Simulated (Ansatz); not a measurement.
Ru (Im-3m, No. 229): the input geometry of a calculation; the starting structure was generated, so it need not be a known form of this composition.

```
CELL_PARAMETERS angstrom
3.10478 0.00000 0.00000
0.00000 3.10478 0.00000
0.00000 0.00000 3.10478
ATOMIC_POSITIONS crystal
Ru 0.00000 0.00000 0.00000
Ru 0.50000 0.50000 0.50000
```

Q: What will a HAADF-like image along [110] show? Simulation: incoherent imaging, intensity Z^1.7 per atom, probe width 0.71 Å, thin sample. The probe carries 25 % of its weight in a tail 2.5 times as wide. The display is stretched by a gamma of 0.8; percentages refer to the linear signal.

A: The columns repeat on a rectangular net of 1.55 × 2.20 Å (plane group p2mm). All columns are alike (Ru). The shortest distance between visible columns is 1.55 Å in projection. Along the beam the structure repeats every 4.39 Å.

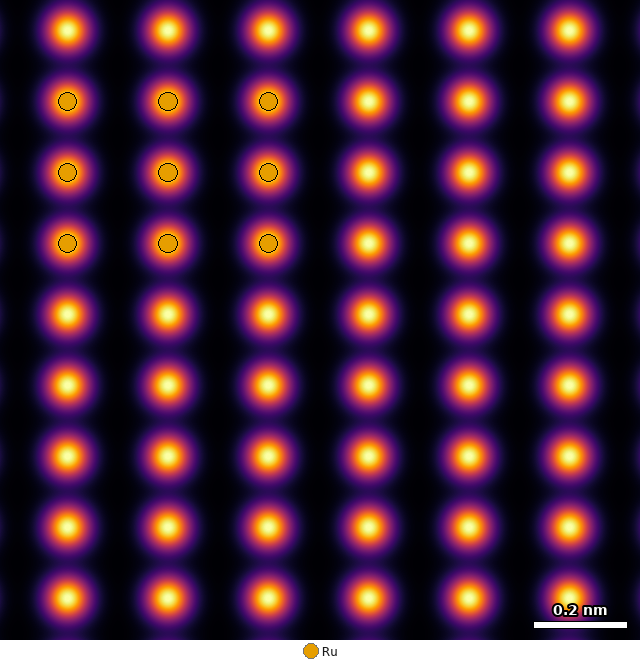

The simulated image, with the columns of the model marked in one corner.
